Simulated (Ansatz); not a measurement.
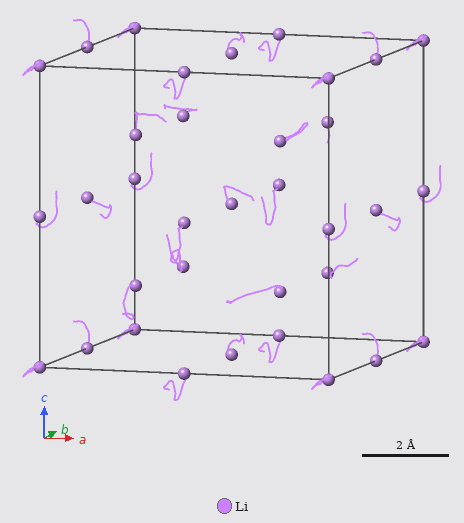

Molecular dynamics of a 16-atom cell of Li, 100 fs long. The cell was cut from the bcc crystal. Lines trace each atom's path, in the colour of its element; spheres stand at the starting positions. Seen slightly off an axis in the simulation cell.

These are results of DFT PBE, scalar-relativistic, plane waves, PAW in Ansatz, not measurements. Settings: plane-wave cutoff 420 eV; k-point mesh 3 × 3 × 3; Fermi-Dirac smearing 0.11 eV; volume 1.05 times that of the relaxed crystal; Langevin thermostat (NVT); set temperature 1300 K; time step 1 fs; friction 0.02 per fs.

The input:
```yaml
crystal:
  lattice:
    - [7.094447, 0.0, 0.0]
    - [0.0, 7.094447, 0.0]
    - [0.0, 0.0, 7.094447]
  atoms:
    - { symbol: Li, position: [0.0, 0.0, 0.0] }
    - { symbol: Li, position: [0.5, 0.0, 0.0] }
    - { symbol: Li, position: [0.0, 0.5, 0.0] }
    - { symbol: Li, position: [0.0, 0.0, 0.5] }
    - { symbol: Li, position: [0.25, 0.25, 0.25] }
    - { symbol: Li, position: [0.5, 0.5, 0.0] }
    - { symbol: Li, position: [0.5, 0.0, 0.5] }
    - { symbol: Li, position: [0.75, 0.25, 0.25] }
    - { symbol: Li, position: [0.0, 0.5, 0.5] }
    - { symbol: Li, position: [0.25, 0.75, 0.25] }
    - { symbol: Li, position: [0.25, 0.25, 0.75] }
    - { symbol: Li, position: [0.5, 0.5, 0.5] }
    - { symbol: Li, position: [0.75, 0.75, 0.25] }
    - { symbol: Li, position: [0.75, 0.25, 0.75] }
    - { symbol: Li, position: [0.25, 0.75, 0.75] }
    - { symbol: Li, position: [0.75, 0.75, 0.75] }
basis:
  ecutwfc: 420.0
kpoints:
  mp_grid: { grid: [3, 3, 3] }
hamiltonian:
  xc: pbe
scf:
  occupations: { method: fermi_dirac, width: 0.11 }
  lower_state_search: "off"
md:
  timestep: 1
  n_steps: 100
  ensemble: nvt_langevin
  temperature: 1300.0
  initial_velocities: maxwell_boltzmann
  seed: 312588
  friction: 0.02
```

Command:
```bash
ansatz run input.yaml --threads 1 --pin off --max-ram 3072MiB --backend cpu --events-out ev --progress --plain --runs-dir out
```

### How do the atoms move?

Root-mean-square distances from the starting positions over the second half, with the common drift of all atoms taken out: Li 0.69 Å. The run lasts only 100 fs, too short to tell vibration from diffusion. Over the second half the temperature averages 1264 K (spread ±153 K). The potential energy in the second half lies on average 162 meV per atom above the first frame.

The run took 18 min on 1 thread of Arm Neoverse V1, on a shared host, peak memory 0.57 GiB.
